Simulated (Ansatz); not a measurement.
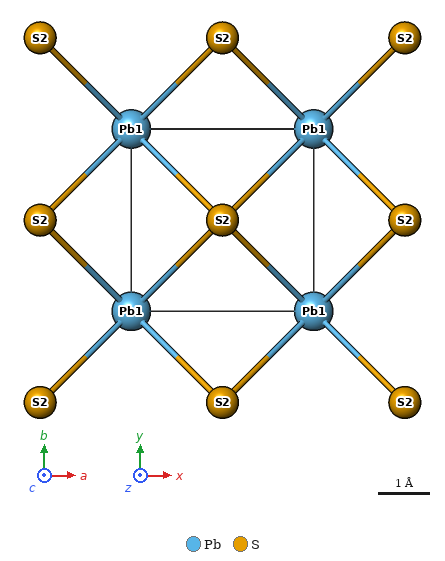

A crystal of PbS (Pm-3m): the cell is strained equally along x and y, with the atoms kept at their fractional coordinates. x, y and z are the Cartesian axes of the input. The picture shows the reference cell. Style: ball-and-stick. Shown: the cell of the calculation, along the c axis.

Method: Ansatz 0.2.0, DFT PBE+D3(BJ), scalar-relativistic, plane waves, PAW. Set-up: plane-wave cutoff 420 eV; k-point mesh 16 × 16 × 16; occupations gaussian; smearing width 0.15 eV; no spin polarisation. Energies (free energies at the smearing named) are counted from the relaxed crystal.

```
CELL_PARAMETERS angstrom
3.60174 0.00000 0.00000
0.00000 3.60174 0.00000
0.00000 0.00000 3.60174
ATOMIC_POSITIONS crystal
Pb 0.00000 0.00000 0.00000
S 0.50000 0.50000 0.50000
```

Q: What energies does the calculation give (the strain: −0.060, −0.030, 0.000, 0.015, 0.045)?

A:
| strain | ΔE (meV/atom) |
| --- | --- |
| −0.060 | 90.0 |
| −0.030 | 20.6 |
| 0.000 | 0.0 |
| 0.015 | 5.2 |
| 0.045 | 41.3 |

The lowest computed point lies at the strain 0.00 (0.0 meV/atom). The end points stand at 90.0 meV/atom (−0.06) and 41.3 meV/atom (0.045). The distortion takes the space group from Pm-3m to P4/mmm. At the strain −0.06 the cell of the drawing goes a 3.602 → 3.386 Å, b 3.602 → 3.386 Å.

The computed profile:

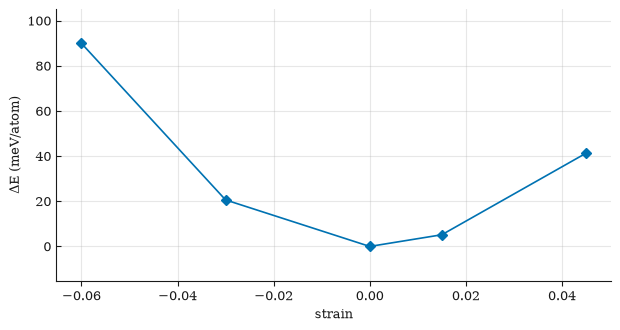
